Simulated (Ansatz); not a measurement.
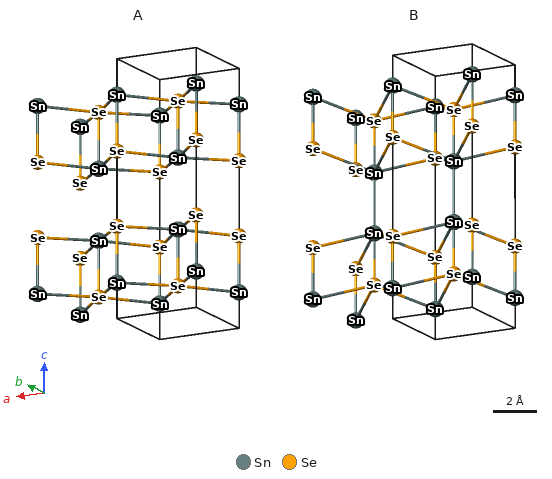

Two geometries of solid SnSe (built on the HgF-139 type type), drawn at one scale. One is the start of a relaxation, the other its converged end. Style: ball-and-stick. Shown: the conventional cell (2 times the calculation's cell), repeated 2 × 1 × 1 with one cell outlined, from a free direction. Lengths and directions refer to the drawn axes.

Computed with DFT, PBEsol, plane waves, PAW in Ansatz 0.2.0. Settings: plane-wave cutoff 420 eV; k-point mesh 8 × 8 × 8; occupations fermi dirac; smearing width 0.03 eV; no spin polarisation; cell and atoms relaxed; force threshold 0.01 eV/Å; at most 120 steps.

### Which one is relaxed?

Structure A is the relaxed one. The largest moves relative to the cell, 0.55 Å, are those of Se atoms. Largest moves by element: Se 0.55 Å, Sn 0.29 Å. Cell: a = b 4.216 → 4.202 Å (−0.3 %), c 12.728 → 12.558 Å (−1.3 %). Volume −2.0 %. Some distances before and after: Sn–Sn 2.940 → 3.475 Å, Se–Sn 2.499 → 2.724 Å, Se–Sn 3.121 → 2.972 Å. Among the angles between lasting bonds that change: Se–Sn–Se 145.5° → 176.9°, Sn–Se–Sn 145.5° → 176.9°, Se–Sn–Se 72.8° → 88.5°. The space group stays I4/mmm (No. 139). After 7 accepted moves (8 points after the start) the energy has fallen by 340 meV per atom. Largest force component: 3.1 eV/Å at the start, 0.0038 eV/Å at the end. The pressure goes from 3.07 to −0.01 GPa. At 1 point the geometry stayed and the basis and grid were re-selected for the new cell (energy shift of 0.1 meV per atom at most each time). The run took 66 s on 2 threads of Arm Neoverse V1 (shared host), peak memory 0.5 GiB.
